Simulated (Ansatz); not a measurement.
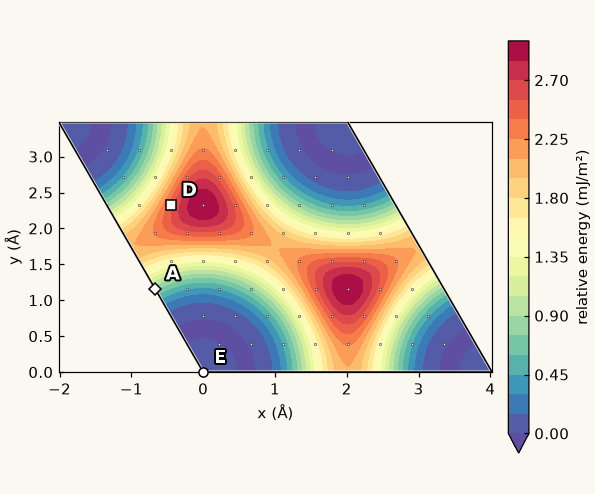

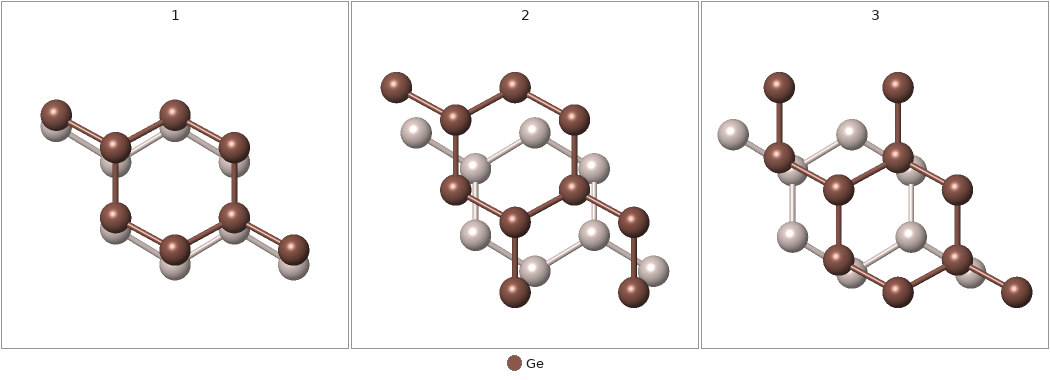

A bilayer of two Ge sheets of the honeycomb type, the upper one turned by 180 degrees about the normal (4 atoms in the cell). The upper layer of a bilayer is slid over the lower one; relaxed at each slide: nothing; the origin of the map has Ge4 above Ge1; the distance between the facing planes is held at 4.35 Å. Places are given modulo a cell vector. The map is drawn in real space over the plane of the slide. The grid has 9 × 9 points; 12 points were computed and 69 follow by symmetry. Energies are in mJ/m², from the lowest grid point. At a held distance the lowest stacking need not be the one that binds best once the distance relaxes. The calculation used Ansatz 0.2.0, DFT PBE+D3(BJ), scalar-relativistic, plane waves, PAW. Settings: cutoff 420 eV, k-mesh 9×9×1, gaussian smearing 0.1 eV, no spin polarisation.

In the figure: filled contours, dots at the grid points, the outline of one cell of the plane, lettered points. Between grid points the surface is interpolated. The numbered pictures are the structures at these points, in random order. They are seen from 5° off the normal. The lower layer is drawn fainter.

Which structure belongs to which point?

Answer. A is structure 2: (0/9, 3/9) of the cell vectors, 0.80 mJ/m²; D is structure 3: (2/9, 6/9) of the cell vectors, 2.48 mJ/m²; E is structure 1: (0/9, 0/9) of the cell vectors, 0.07 mJ/m².

PAW datasets: the set soft_1.
